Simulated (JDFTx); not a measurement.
**Energy of MoSi$_{2}$ along an even scaling of the cell**

System: MoSi$_{2}$ (I4/mmm, 3 atoms in the cell).
Method: Kohn-Sham DFT of a periodic cell, PBEsol, PseudoDojo-SR-PBEsol-0.4.1-standard, no spin polarisation (JDFTx 1.7.0 (patched build)).

The 7 runs differ only in the geometry, by an even scaling of the cell at fixed fractional positions. The structure derives from an entry of the Crystallography Open Database.

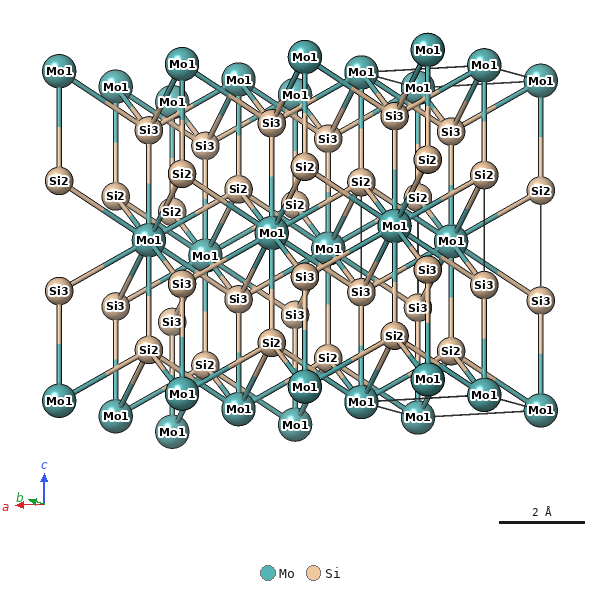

Figure 1. The structure of run 4 (ball-and-stick view of the cell 2 times as large as that of the calculation, set on its symmetry axes, repeated 3 × 2 × 1, seen at an oblique angle; atoms are numbered from 1 in the order of the input). An atom can appear more than once, as a periodic image.

### Input of run 4
```
lattice \
   -3.0235617994     3.0235617994     3.0235617994 \
    3.0235617994    -3.0235617994     3.0235617994 \
    7.4275685328     7.4275685328    -7.4275685328
coords-type Lattice
ion Mo     0.0000000000     0.0000000000     0.0000000000 1
ion Si     0.6670000000     0.6670000000     0.0000000000 1
ion Si     0.3330000000     0.3330000000     0.0000000000 1

ion-species pseudo/Mo.upf
ion-species pseudo/Si.upf
elec-cutoff 40 320
elec-ex-corr gga-PBEsol
kpoint-folding 12 12 12
elec-smearing Fermi 0.0018374661
elec-n-bands 17
electronic-SCF nIterations 100 energyDiffThreshold 1e-09
electronic-minimize nIterations 30 energyDiffThreshold 1e-7
forces-output-coords Cartesian

dump-name run.$VAR
dump End Ecomponents EigStats BandEigs Kpoints Forces Stress ElecDensity Dtot KEdensity
```

Command:
```bash
jdftx -c 1 -i Si2Mo.in -o Si2Mo.out
```

Lattice vectors (Å) and fractional positions of run 4:
```
  -1.600000    1.600000    3.930500
   1.600000   -1.600000    3.930500
   1.600000    1.600000   -3.930500
Mo  0.000000  0.000000  0.000000
Si  0.667000  0.667000  0.000000
Si  0.333000  0.333000  0.000000
```

Run 5 differs from it as follows:
```diff
-   -3.0235617994     3.0235617994     3.0235617994 \
-    3.0235617994    -3.0235617994     3.0235617994 \
-    7.4275685328     7.4275685328    -7.4275685328
+   -3.0435859710     3.0435859710     3.0435859710 \
+    3.0435859710    -3.0435859710     3.0435859710 \
+    7.4767591619     7.4767591619    -7.4767591619
```

### Results, with one run withheld

```csv
run,volume per atom (Å³),"free energy per atom, from the lowest run given (meV)",pressure (GPa)
1,12.611,22.86,12.24
2,12.879,7.04,6.71
3,13.148,0.00,1.75
4,13.416,0.83,−2.70
5,13.684,?,?
6,13.953,22.92,−10.26
7,14.221,42.79,−13.45
```

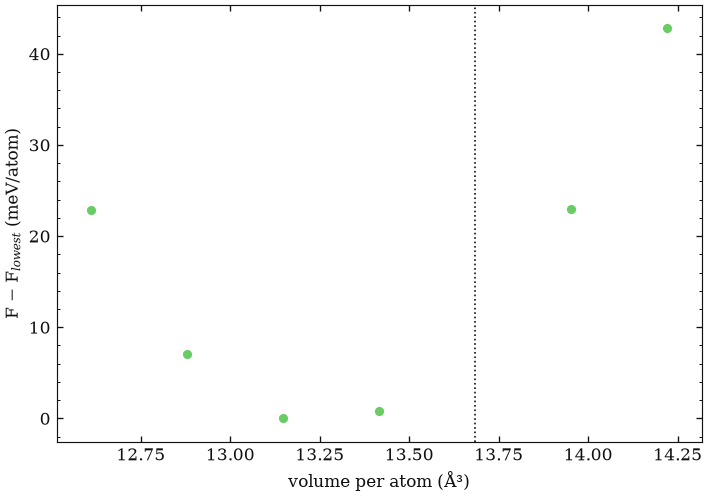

Figure 2. Free energy per atom of the runs given; the dotted line marks run 5.

Estimate the energy of run 5 from the others.

A cubic polynomial in V^(−2/3) (the Birch–Murnaghan form), fitted to the 6 runs given, misses them by at most 0.01 meV per atom. With x = V^(−2/3) − 0.17768 Å⁻², it reads F = −0.043926 − 1165.6 x + 6.4624e+05 x² + 7.1196e+05 x³ (meV per atom). At run 5 it gives 8.69 meV per atom, and the run itself gives 8.72. The slope of the fit gives a pressure −dF/dV of −6.66 GPa there, and the run prints −6.68 GPa. The fit has its minimum at 13.251 Å³ per atom, where V d²F/dV² gives 222 GPa. Cell shape and fractional positions are held, so this is the stiffness under even scaling; the relaxed bulk modulus wasn't computed.

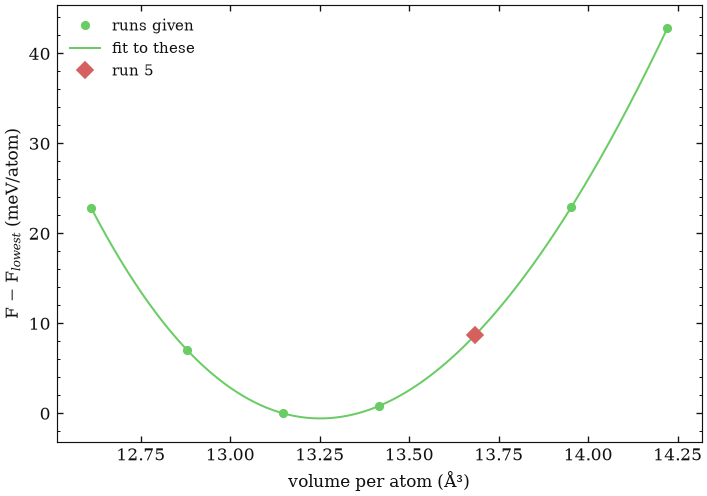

Figure 3. The fit and the withheld run.

### Some lines of the output (run 5)
```
[...]
unit cell volume = 277.041
     Etot =      -76.5009294075514674
        F =      -76.5010140963330230
	HOMO-LUMO gap: +0.004215
	Optical gap  : +0.018447 at state 150 ( [ +0.333333 +0.416667 -0.416667 ] spin 0 )
```
